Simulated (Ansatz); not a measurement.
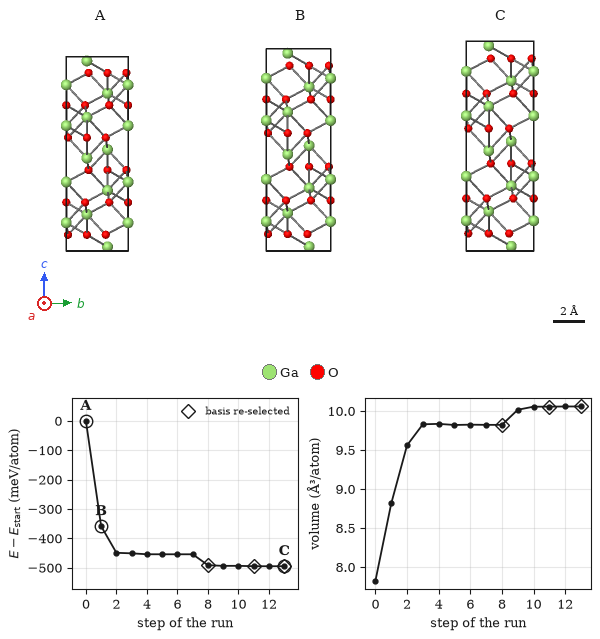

Frames of a relaxation of a crystal of Ga$_{2}$O$_{3}$ (built on the corundum type), marked on the history of the run. Style: ball-and-stick. Shown: the conventional cell (3 times the calculation's cell), along the a axis. Lengths and directions refer to the drawn axes.

All numbers below come from DFT, PBE, plane waves, PAW in Ansatz. Settings: plane-wave cutoff 420 eV; k-point mesh 6 × 6 × 6; occupations fermi dirac; smearing width 0.02 eV; no spin polarisation; cell and atoms relaxed; force threshold 0.005 eV/Å.

Describe the path.

Over 10 accepted moves (13 points after the start) the energy falls by 494 meV per atom. Largest force component: 0.17 eV/Å at the start, 0.00036 eV/Å at the end. The pressure goes from 88.67 to 0.00 GPa. At 3 points the geometry stayed and the basis and grid were re-selected for the new cell (energy shift of 37.1 meV per atom at most each time). The largest moves relative to the cell, 0.011 Å, are those of Ga atoms. By element the largest moves are Ga 0.011 Å, O 0.009 Å. The volume changes by +28.5 %, with a = b 4.637 → 5.058 Å (+9.1 %), c 12.611 → 13.623 Å (+8.0 %). Near-neighbour distances that change, for instance: Ga–O 1.937 → 2.105 Å, Ga–O 1.793 → 1.952 Å. The space group stays R-3c (No. 167). From step 0 to 1: volume +12.7 %, energy −358 meV per atom. From step 1 to 13: Ga atoms move most (0.02 Å), volume +14.1 %, energy −136 meV per atom.
